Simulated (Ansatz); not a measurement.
ZnO (space group Cmmm, No. 65). Coordinates: coordinates from a relaxation with DFT PBE, scalar-relativistic, plane waves, PAW in Ansatz; the starting structure was generated, so it need not be a known form of this composition.

```cif
data_structure
_symmetry_space_group_name_H-M 'Cmmm'
_symmetry_Int_Tables_number 65
_cell_length_a 2.8665
_cell_length_b 7.0542
_cell_length_c 2.8385
_cell_angle_alpha 90.000
_cell_angle_beta 90.000
_cell_angle_gamma 90.000
_cell_volume 57.40
loop_
_atom_site_label
_atom_site_type_symbol
_atom_site_symmetry_multiplicity
_atom_site_Wyckoff_symbol
_atom_site_fract_x
_atom_site_fract_y
_atom_site_fract_z
_atom_site_occupancy
Zn1 Zn 2 a 0.00000 0.00000 0.00000 1
O1 O 2 c 0.50000 0.00000 0.50000 1
```

Describe how the polyhedra about Zn are linked (bonds: O–Zn below 2.3 Å).

Zn: ZnO4 square, sharing corners with four neighbours and edges with four neighbours.

They form layers of corner- and edge-sharing squares parallel to (010).

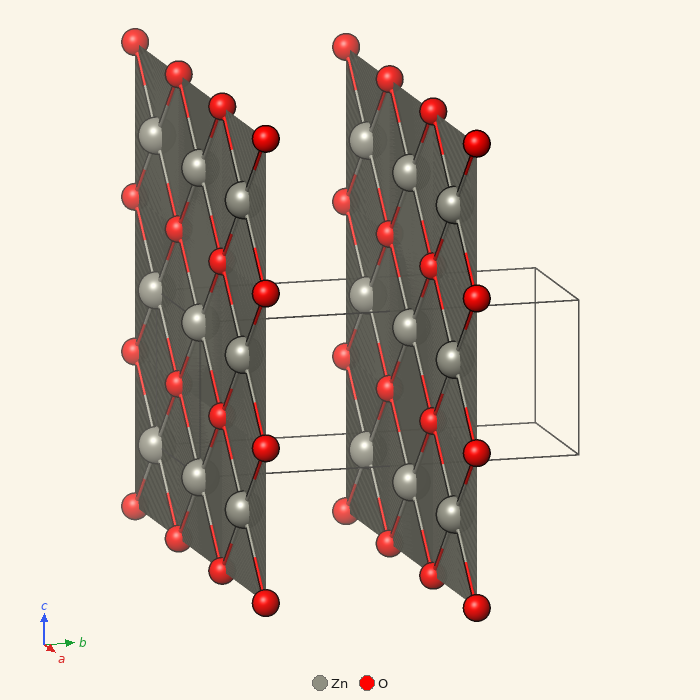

Polyhedra are drawn about Zn (bonds: O–Zn below 2.3 Å); other atoms are plain spheres.
